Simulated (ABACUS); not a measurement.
Band-structure run of MnO2 (part 1 of 3)

The run: band-structure run of MnO2 (P6₃/mmc, 6 atoms in the cell). Method and program: Kohn-Sham DFT of a periodic cell, PBEsol, SG15 ONCV 1.2 PBE, spin-polarised (ABACUS 3.10.1).

The structure derives from a Materials Project entry.

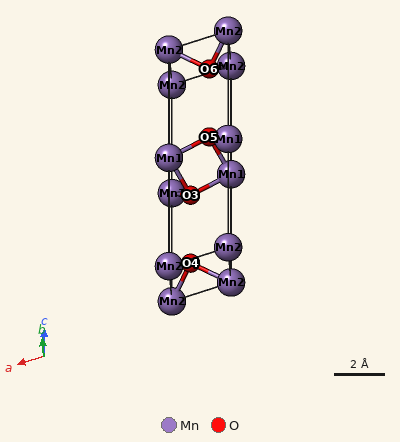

The structure (ball-and-stick view of the cell of the calculation, seen at an oblique angle; atoms are numbered from 1 in the order of the input). An atom can appear more than once, as a periodic image.

### Input
```
INPUT_PARAMETERS
suffix              MnO2
calculation         scf
basis_type          pw
pseudo_dir          ./
symmetry            1
dft_functional      pbesol
ecutwfc             97
pseudo_rcut         7
nspin               2
nbands              43
ks_solver           dav
smearing_method     fd
smearing_sigma      0.00367493
scf_thr             1e-08
scf_nmax            100
mixing_type         broyden
mixing_beta         0.4
cal_force           1
cal_stress          1
out_chg             1
kpar                4
```

### File STRU
```
ATOMIC_SPECIES
Mn 54.9380 Mn_ONCV_PBE-1.2.upf
O 15.9990 O_ONCV_PBE-1.2.upf

LATTICE_CONSTANT
1.8897261246

LATTICE_VECTORS
2.8549554371 0.0000000000 0.0000000000
-1.4274777185 2.4724639352 0.0000000000
0.0000000000 0.0000000000 10.2217427273

ATOMIC_POSITIONS
Direct

Mn
0.0
2
0.0000000000 0.0000000000 0.5000000000 1 1 1 mag 4
0.0000000000 0.0000000000 0.0000000000 1 1 1 mag 4

O
0.0
4
0.6666666667 0.3333333333 0.4068564500 1 1 1 mag 0
0.6666666667 0.3333333333 0.0931435500 1 1 1 mag 0
0.3333333333 0.6666666667 0.5931435500 1 1 1 mag 0
0.3333333333 0.6666666667 0.9068564500 1 1 1 mag 0
```

### File KPT
```
K_POINTS
0
Gamma
9 9 2 0 0 0
```

Machine: 4 threads of AMD EPYC (Zen 3), 32 GiB of memory available, shared host.

Launched with:
```bash
OMP_NUM_THREADS=1 mpirun -np 4 abacus > log
```

### The program's output
```
ABACUS v3.10.1

               Atomic-orbital Based Ab-initio Computation at UStc

 ------------------------------------------------------------------------------------

 READING GENERAL INFORMATION
                           global_out_dir = OUT.MnO2/
                           global_in_card = INPUT
                               pseudo_dir = ./
                              orbital_dir =
                                    DSIZE = 4
                                    GSIZE = 1

 READING UNITCELL INFORMATION
                                    ntype = 2
                  lattice constant (Bohr) = 1.88973
              lattice constant (Angstrom) = 1

 READING ATOM TYPE 1
                               atom label = Mn
                      L=0, number of zeta = 1
                      L=1, number of zeta = 1
                      L=2, number of zeta = 1
             number of atom for this type = 2
               magnetization of element 1 = 4

 READING ATOM TYPE 2
                               atom label = O
                      L=0, number of zeta = 1
                      L=1, number of zeta = 1
                      L=2, number of zeta = 1
             number of atom for this type = 4
               magnetization of element 2 = 0

                        TOTAL ATOM NUMBER = 6
DIRECT COORDINATES
    atom                   x                   y                   z     mag                  vx                  vy                  vz
taud_Mn1            0.0000000000        0.0000000000        0.5000000000  4.0000        0.0000000000        0.0000000000        0.0000000000
taud_Mn2            0.0000000000        0.0000000000        0.0000000000  4.0000        0.0000000000        0.0000000000        0.0000000000
taud_O1            0.6666666667        0.3333333333        0.4068564500  0.0000        0.0000000000        0.0000000000        0.0000000000
taud_O2            0.6666666667        0.3333333333        0.0931435500  0.0000        0.0000000000        0.0000000000        0.0000000000
taud_O3            0.3333333333        0.6666666667        0.5931435500  0.0000        0.0000000000        0.0000000000        0.0000000000
taud_O4            0.3333333333        0.6666666667        0.9068564500  0.0000        0.0000000000        0.0000000000        0.0000000000

                          Volume (Bohr^3) = 486.912
                             Volume (A^3) = 72.1529

 Lattice vectors: (Cartesian coordinate: in unit of a_0)
             +2.85496                  +0                  +0
             -1.42748            +2.47246                  +0
                   +0                  +0            +10.2217
 Reciprocal vectors: (Cartesian coordinate: in unit of 2 pi/a_0)
            +0.350268           +0.202227                  -0
                   -0           +0.404455                  -0
                   +0                  -0          +0.0978307
 The esolver type has been set to : ksdft_pw

                PAO radial cut off (Bohr) = 7

 Read in pseudopotential file is Mn_ONCV_PBE-1.2.upf
                     pseudopotential type = NC
          exchange-correlation functional = PBE
                 nonlocal core correction = 0
                        valence electrons = 15
                                     lmax = 2
                           number of zeta = 0
                     number of projectors = 6
                           L of projector = 0
                           L of projector = 0
                           L of projector = 1
                           L of projector = 1
                           L of projector = 2
                           L of projector = 2
 XC functional updated to : pbesol
          exchange-correlation functional = PBESOL
                PAO radial cut off (Bohr) = 7

 Read in pseudopotential file is O_ONCV_PBE-1.2.upf
                     pseudopotential type = NC
          exchange-correlation functional = PBE
                 nonlocal core correction = 0
                        valence electrons = 6
                                     lmax = 1
                           number of zeta = 0
                     number of projectors = 4
                           L of projector = 0
                           L of projector = 0
                           L of projector = 1
                           L of projector = 1
 XC functional updated to : pbesol
          exchange-correlation functional = PBESOL
     initial pseudo atomic orbital number = 0
 The readin total magnetization is 8

 SETUP THE ELECTRONS NUMBER
            electron number of element Mn = 15
      total electron number of element Mn = 30
             electron number of element O = 6
       total electron number of element O = 24
            AUTOSET number of electrons:  = 54
                           occupied bands = 27
                                   NBANDS = 43
                                   NLOCAL = 54

%%%%%%%%%%%%%%%%%%%%%%%%%%%%%%%%%%%%%%%%%%%%%%%%%%%%%%%%%%%%%%%%%%%%%%%%%%%%%%%%%%%%%%%%%%%%%%%%%%%%%%%%%%
 Warning: the number of valence electrons in pseudopotential > 7 for Mn: [Ar] 3d5 4s2
 Pseudopotentials with additional electrons can yield (more) accurate outcomes, but may be less efficient.
 If you're confident that your chosen pseudopotential is appropriate, you can safely ignore this warning.
%%%%%%%%%%%%%%%%%%%%%%%%%%%%%%%%%%%%%%%%%%%%%%%%%%%%%%%%%%%%%%%%%%%%%%%%%%%%%%%%%%%%%%%%%%%%%%%%%%%%%%%%%%

 SETUP THE PLANE WAVE BASIS
 energy cutoff for charge/potential (unit:Ry) = 388
            fft grid for charge/potential = [ 36, 36, 125 ]
                        fft grid division = [ 1, 1, 1 ]
        big fft grid for charge/potential = [ 36, 36, 125 ]
                                     nbxx = 162000
                                     nrxx = 162000

 SETUP PLANE WAVES FOR CHARGE/POTENTIAL
                    number of plane waves = 62653
                         number of sticks = 769

 PARALLEL PW FOR CHARGE/POTENTIAL
     PROC   COLUMNS(POT)             PW
        1            769          62653
 --------------- sum -------------------
        1            769          62653
                            number of |g| = 3005
                                  max |g| = 35.0853
                                  min |g| = 0

----------- Double Check Mixing Parameters Begin ------------
mixing_type: broyden
mixing_beta: 0.4
mixing_gg0: 1
mixing_gg0_min: 0.1
mixing_beta_mag: 1.6
mixing_gg0_mag: 0
mixing_ndim: 8
----------- Double Check Mixing Parameters End ------------

 LATTICE VECTORS: (CARTESIAN COORDINATE: IN UNIT OF A0)
             +2.85496                  +0                  +0
             -1.42748            +2.47246                  +0
                   +0                  +0            +10.2217
                       right hand lattice = 1
                                   NORM_A = 2.85496
                                   NORM_B = 2.85496
                                   NORM_C = 10.2217
                           ALPHA (DEGREE) = 90
                           BETA  (DEGREE) = 90
                           GAMMA (DEGREE) = 120

 The lattice vectors have been changed (STRU_SIMPLE.cif)

(for optimal symmetric configuration:)
                             BRAVAIS TYPE = 4
                     BRAVAIS LATTICE NAME = 04. Hexagonal cell
                                    ibrav = 4
                                    IBRAV = 4
                                  BRAVAIS = HEXAGONAL CELL
                       LATTICE CONSTANT A = 2.85496
                                C/A RATIO = 3.58035
Original cell was already a primitive cell.
                        ROTATION MATRICES = 24
              PURE POINT GROUP OPERATIONS = 12
                   SPACE GROUP OPERATIONS = 24
                                       C2 = 3
                                       C3 = 2
                                       C4 = 0
                                       C6 = 0
                                       S1 = 3
                                       S3 = 0
                                       S4 = 0
                                       S6 = 2
                              POINT GROUP = D_3d
                                       C2 = 7
                                       C3 = 2
                                       C4 = 0
                                       C6 = 2
                                       S1 = 7
                                       S3 = 2
                                       S4 = 0
                                       S6 = 2
               POINT GROUP IN SPACE GROUP = D_6h

 SETUP K-POINTS
                                    nspin = 2
                   Input type of k points = Monkhorst-Pack(Gamma)
                                   nkstot = 162
                       right hand lattice = 1
(for reciprocal lattice: )
                             BRAVAIS TYPE = 4
                     BRAVAIS LATTICE NAME = 04. Hexagonal cell
                                    ibrav = 4
                       right hand lattice = 1
(for k-lattice: )
                             BRAVAIS TYPE = 4
                     BRAVAIS LATTICE NAME = 04. Hexagonal cell
                                    ibrav = 4
                       right hand lattice = 1
                        ROTATION MATRICES = 24
                               nkstot_ibz = 24
K-POINTS REDUCTION ACCORDING TO SYMMETRY
     IBZ    DIRECT_X    DIRECT_Y    DIRECT_Z  WEIGHT  ibz2bz
       1  0.00000000  0.00000000  0.00000000  0.0062       0
       2 -0.11111111  0.11111111  0.00000000  0.0370       1
       3 -0.22222222  0.22222222  0.00000000  0.0370       2
       4 -0.33333333  0.33333333  0.00000000  0.0370       3
       5 -0.44444444  0.44444444  0.00000000  0.0370       4
       6 -0.11111111  0.22222222  0.00000000  0.0370      10
       7 -0.22222222  0.33333333  0.00000000  0.0741      11
       8 -0.33333333  0.44444444  0.00000000  0.0741      12
       9  0.44444444  0.44444444  0.00000000  0.0370      13
      10 -0.22222222  0.44444444  0.00000000  0.0370      20
      11  0.44444444  0.33333333  0.00000000  0.0741      21
      12  0.33333333  0.33333333  0.00000000  0.0123      30
      13  0.00000000  0.00000000  0.50000000  0.0062      81
      14 -0.11111111  0.11111111  0.50000000  0.0370      82
      15 -0.22222222  0.22222222  0.50000000  0.0370      83
      16 -0.33333333  0.33333333  0.50000000  0.0370      84
      17 -0.44444444  0.44444444  0.50000000  0.0370      85
      18 -0.11111111  0.22222222  0.50000000  0.0370      91
      19 -0.22222222  0.33333333  0.50000000  0.0741      92
      20 -0.33333333  0.44444444  0.50000000  0.0741      93
      21  0.44444444  0.44444444  0.50000000  0.0370      94
      22 -0.22222222  0.44444444  0.50000000  0.0370     101
      23  0.44444444  0.33333333  0.50000000  0.0741     102
      24  0.33333333  0.33333333  0.50000000  0.0123     111

                               nkstot now = 24
[... K-POINTS DIRECT COORDINATES: 24 rows ...]

           k-point number in this process = 6
       minimum distributed K point number = 6
[... stars of the k points ...]
                             nks(nspin=2) = 12
                          nkstot(nspin=2) = 48

[... K-POINTS CARTESIAN COORDINATES: 12 rows ...]

[... K-POINTS DIRECT COORDINATES: 12 rows ...]

 SETUP PLANE WAVES FOR WAVE FUNCTIONS
     energy cutoff for wavefunc (unit:Ry) = 97
              fft grid for wave functions = [ 36, 36, 125 ]
                    number of plane waves = 9287
                         number of sticks = 211

 PARALLEL PW FOR WAVE FUNCTIONS
     PROC   COLUMNS(POT)             PW
        1            211           9287
 --------------- sum -------------------
        1            211           9287

 SETUP NONLOCAL PSEUDOPOTENTIALS IN PLANE WAVE BASIS
 Mn non-local projectors:
 projector 1 L=0
 projector 2 L=0
 projector 3 L=1
 projector 4 L=1
 projector 5 L=2
 projector 6 L=2
 O non-local projectors:
 projector 1 L=0
 projector 2 L=0
 projector 3 L=1
 projector 4 L=1
      TOTAL NUMBER OF NONLOCAL PROJECTORS = 68

 Init Non-Local PseudoPotential table :
 Init Non-Local-Pseudopotential done.

                                     npwx = 7915

 -------------------------------------------
 SELF-CONSISTENT
 -------------------------------------------
                                 init_chg = atomic

 PW ALGORITHM --------------- ION=   1  ELEC=   1--------------------------------

          total magnetism (Bohr mag/cell) = 6
       absolute magnetism (Bohr mag/cell) = 6.26171
                        nelec for spin up = 30
                      nelec for spin down = 24

 Density error is 2.44348082729
                          Error Threshold = 0.01
----------------------------------------------------------
     Energy           Rydberg                 eV
----------------------------------------------------------
 E_KohnSham     -524.4340594501      -7135.2914337916
 E_Harris       -540.2709457730      -7350.7633263624
 E_Fermi        0.6091487646         8.2878941276
----------------------------------------------------------

 PW ALGORITHM --------------- ION=   1  ELEC=   2--------------------------------
          total magnetism (Bohr mag/cell) = 5.58859341119
       absolute magnetism (Bohr mag/cell) = 5.60003170808
                        nelec for spin up = 29.7942967056
                      nelec for spin down = 24.2057032944

 Density error is 2.40671715882
                          Error Threshold = 0.00452496449498
----------------------------------------------------------
     Energy           Rydberg                 eV
----------------------------------------------------------
 E_KohnSham     -524.8065107540      -7140.3588937530
 E_Harris       -501.9450208886      -6829.3123668141
 E_Fermi        0.4590530442         6.2457370851
----------------------------------------------------------

 PW ALGORITHM --------------- ION=   1  ELEC=   3--------------------------------
          total magnetism (Bohr mag/cell) = 5.99997831663
       absolute magnetism (Bohr mag/cell) = 6.04179895124
                        nelec for spin up = 29.9999891583
                      nelec for spin down = 24.0000108417

 Density error is 0.131214398752
                          Error Threshold = 0.00445688362744
----------------------------------------------------------
     Energy           Rydberg                 eV
----------------------------------------------------------
 E_KohnSham     -525.2152024484      -7145.9194295225
 E_Harris       -528.9513651001      -7196.7525302395
 E_Fermi        0.5382239749         7.3229128582
----------------------------------------------------------

 PW ALGORITHM --------------- ION=   1  ELEC=   4--------------------------------
          total magnetism (Bohr mag/cell) = 5.99999347999
       absolute magnetism (Bohr mag/cell) = 6.07258111852
                        nelec for spin up = 29.99999674
                      nelec for spin down = 24.00000326

 Density error is 0.0269479327646
                          Error Threshold = 0.000242989627318
----------------------------------------------------------
     Energy           Rydberg                 eV
----------------------------------------------------------
 E_KohnSham     -525.2148224229      -7145.9142590095
 E_Harris       -526.4345477691      -7162.5094737132
 E_Fermi        0.5270483498         7.1708606783
----------------------------------------------------------

 PW ALGORITHM --------------- ION=   1  ELEC=   5--------------------------------
          total magnetism (Bohr mag/cell) = 5.99998758982
       absolute magnetism (Bohr mag/cell) = 6.14250864451
                        nelec for spin up = 29.9999937949
                      nelec for spin down = 24.0000062051

 Density error is 0.00770896342069
                          Error Threshold = 4.99035791936e-05
----------------------------------------------------------
     Energy           Rydberg                 eV
----------------------------------------------------------
 E_KohnSham     -525.2209150902      -7145.9971540010
 E_Harris       -523.7930238197      -7126.5696965980
 E_Fermi        0.5190701696         7.0623119682
----------------------------------------------------------

 PW ALGORITHM --------------- ION=   1  ELEC=   6--------------------------------
          total magnetism (Bohr mag/cell) = 5.99999327557
       absolute magnetism (Bohr mag/cell) = 6.13344823939
                        nelec for spin up = 29.9999966378
                      nelec for spin down = 24.0000033622

 Density error is 0.00174849360617
                          Error Threshold = 1.42758581865e-05
----------------------------------------------------------
     Energy           Rydberg                 eV
----------------------------------------------------------
 E_KohnSham     -525.2209539574      -7145.9976828164
 E_Harris       -524.5306078366      -7136.6050419816
 E_Fermi        0.5242883526         7.1333089897
----------------------------------------------------------
```
